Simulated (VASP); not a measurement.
## Two runs on W

System: W (Fm-3m, 1 atom in the cell).
Method of run A: Kohn-Sham DFT of a periodic cell, PBEsol, VASP PAW PBE potentials, hard, no spin polarisation (VASP 6.6.1).

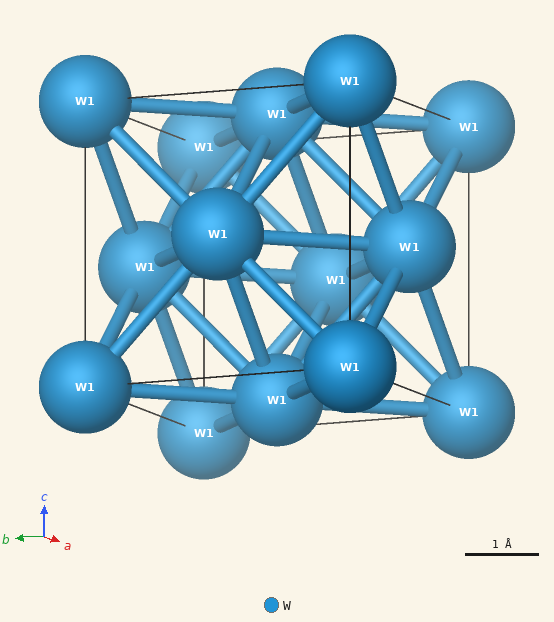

Fig. 1: The input geometry (ball-and-stick view of the cell 4 times as large as that of the calculation, set on its symmetry axes, seen at an oblique angle; atoms are numbered from 1 in the order of the input). Near neighbours in the crystal (not all of them lie inside the picture): W has 12 W at 2.83 Å.

**INCAR, run A**
```
  PREC = Accurate
  ENCUT = 900
  EDIFF = 1E-6
  ISMEAR = 0
  SIGMA = 0.1
  LREAL = F
  LASPH = T
  NELM = 60
  ALGO = Fast
  ISIF = 2
  LWAVE = F
  LCHARG = F
  GGA = PS
  NBANDS = 13
```

**KPOINTS, run A**
```
regular mesh
0
Gamma
  18 18 18
```

**POSCAR, run A**
```
W
1.0
    0.0000000000      2.0006300000      2.0006300000
    2.0006300000      0.0000000000      2.0006300000
    2.0006300000      2.0006300000      0.0000000000
W
1
Direct
    0.0000000000      0.0000000000      0.0000000000
```

Launched with:
```bash
cat potpaw_PBE.64/W_sv/POTCAR > POTCAR
mpirun -np 1 vasp_std > vasp.out
```

Hardware: 1 thread of Intel Xeon @ 2.90GHz (Ice Lake), 360 GiB of memory available, shared host.

**OSZICAR and lines of OUTCAR (run A)**
```
N       E                     dE             d eps       ncg     rms          rms(c)
DAV:   1     0.110934948502E+03    0.11093E+03   -0.10227E+04  5070   0.178E+03
DAV:   2    -0.116735204940E+02   -0.12261E+03   -0.11815E+03  5600   0.409E+02
DAV:   3    -0.139708024511E+02   -0.22973E+01   -0.22795E+01  5610   0.493E+01
DAV:   4    -0.139818492913E+02   -0.11047E-01   -0.11039E-01  5710   0.381E+00
DAV:   5    -0.139819444513E+02   -0.95160E-04   -0.95161E-04  5660   0.339E-01    0.206E+01
RMM:   6    -0.134524837105E+02    0.52946E+00   -0.41570E-01  5501   0.592E+00    0.849E+00
RMM:   7    -0.133172333623E+02    0.13525E+00   -0.27869E-01  5543   0.483E+00    0.689E-01
RMM:   8    -0.133133824488E+02    0.38509E-02   -0.10966E-02  6236   0.117E+00    0.204E-01
RMM:   9    -0.133132743143E+02    0.10813E-03   -0.16067E-03  6139   0.485E-01    0.236E-02
RMM:  10    -0.133132844326E+02   -0.10118E-04   -0.20703E-04  6518   0.180E-01    0.877E-03
RMM:  11    -0.133132796138E+02    0.48188E-05   -0.48837E-05  6431   0.849E-02    0.561E-03
RMM:  12    -0.133132807891E+02   -0.11753E-05   -0.11718E-05  5662   0.415E-02    0.133E-03
RMM:  13    -0.133132807091E+02    0.80003E-07   -0.22417E-06  4525   0.180E-02
   1 F= -.13313281E+02 E0= -.13310012E+02  d E =-.653807E-02
[... from OUTCAR:]
  free energy    TOTEN  =       -13.31328071 eV
  energy without entropy =      -13.30674264  energy(sigma->0) =      -13.31001167
 E-fermi :  10.6413     XC(G=0): -13.6931     alpha+bet :-18.0371
  free  energy   TOTEN  =       -13.3132807091 eV
  energy  without entropy=      -13.3067426364  energy(sigma->0) =      -13.31001167
```

For run B the input was changed thus:
```diff
-  ENCUT = 900
+  ENCUT = 700
```

Predict how the results change.

The free energy of run B is 0.05 meV per atom lower, which measures how much it depends on this numerical setting. The number of SCF iterations is the same. The plane waves at Γ go from 1002.0 to 692.0. On the same kind of shared host run B took about 0.51 times as long.

**OSZICAR and lines of OUTCAR (run B)**
```
N       E                     dE             d eps       ncg     rms          rms(c)
DAV:   1     0.977953323629E+02    0.97795E+02   -0.87544E+03  5070   0.149E+03
DAV:   2    -0.119161224082E+02   -0.10971E+03   -0.10588E+03  5675   0.363E+02
DAV:   3    -0.139723709065E+02   -0.20562E+01   -0.20441E+01  5530   0.452E+01
DAV:   4    -0.139818027394E+02   -0.94318E-02   -0.94304E-02  5720   0.343E+00
DAV:   5    -0.139818829939E+02   -0.80255E-04   -0.80254E-04  5685   0.302E-01    0.206E+01
RMM:   6    -0.134524971171E+02    0.52939E+00   -0.41571E-01  5503   0.592E+00    0.849E+00
RMM:   7    -0.133172805789E+02    0.13522E+00   -0.27868E-01  5543   0.482E+00    0.689E-01
RMM:   8    -0.133134301366E+02    0.38504E-02   -0.10960E-02  6237   0.116E+00    0.205E-01
RMM:   9    -0.133133215767E+02    0.10856E-03   -0.16034E-03  6137   0.482E-01    0.237E-02
RMM:  10    -0.133133316219E+02   -0.10045E-04   -0.20664E-04  6515   0.178E-01    0.879E-03
RMM:  11    -0.133133268153E+02    0.48066E-05   -0.48767E-05  6424   0.846E-02    0.561E-03
RMM:  12    -0.133133279887E+02   -0.11734E-05   -0.11709E-05  5661   0.413E-02    0.134E-03
RMM:  13    -0.133133279084E+02    0.80278E-07   -0.22357E-06  4515   0.179E-02
   1 F= -.13313328E+02 E0= -.13310059E+02  d E =-.653842E-02
[... from OUTCAR:]
  free energy    TOTEN  =       -13.31332791 eV
  energy without entropy =      -13.30678948  energy(sigma->0) =      -13.31005870
 E-fermi :  10.6414     XC(G=0): -13.6932     alpha+bet :-18.0371
  free  energy   TOTEN  =       -13.3133279084 eV
  energy  without entropy=      -13.3067894850  energy(sigma->0) =      -13.31005870
```

**The two runs side by side**

| quantity | run A | run B |
| --- | --- | --- |
| outcome | converged | converged |
| free energy per atom (eV) | −13.3133 | −13.3133 |
| energy per atom, smearing taken to zero (eV) | −13.3100 | −13.3101 |
| gap on the mesh (eV) | 0.00 | 0.00 |
| pressure (GPa) | 0.01 | 0.01 |
| largest force (eV/Å) | 0.000 | 0.000 |
| SCF iterations | 13 | 13 |
| irreducible k-points | 195 | 195 |
| plane waves at Γ | 1002 | 692 |

For both runs: Spin–orbit coupling is left out, which matters for W.
